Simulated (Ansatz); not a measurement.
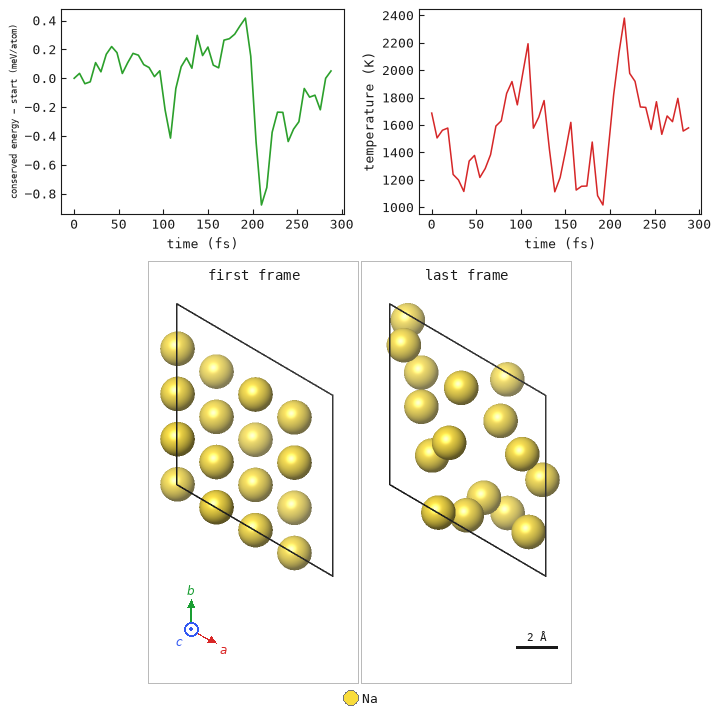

A Born-Oppenheimer molecular dynamics run of a 16-atom cell of Na (set up in I4/mmm), 288 fs long. A spheres-only model of the simulation cell, seen along the c axis.

The calculation used Ansatz, DFT PBEsol, scalar-relativistic, plane waves, PAW. Settings: plane-wave cutoff 420 eV; k-point mesh 2 × 2 × 2; Fermi-Dirac smearing 0.155 eV; volume 1.06 times that of the relaxed crystal; Langevin thermostat and barostat (NPT); set temperature 1800 K; time step 6 fs; friction 0.02 per fs; target pressure 2 GPa.

Question: Check the integration.

Answer: The conserved quantity stays between −0.88 and 0.42 meV per atom of its start. A straight-line fit has a slope that amounts to −0.34 meV per atom over 288 fs (0.2 % of the mean kinetic energy), and the ripple about it is 0.6 % of the kinetic energy's fluctuation. With a drift under 2 % and a ripple under 7 %, the integration is accurate. The time step of 6 fs is long for the fastest vibrations here (lightest element sodium). Over the second half the temperature averages 1578 K (spread ±331 K). The potential energy is still drifting at the end, so the run hasn't reached equilibrium. The potential energy in the second half lies on average 169 meV per atom above the first frame. The mean pressure there is 1.1 GPa. The volume ends −0.2 % from the start.

Cost: 2.1 min on 4 threads of Intel(R) Xeon(R) 6975P-C (Granite Rapids) (shared host), peak memory 1.6 GiB.
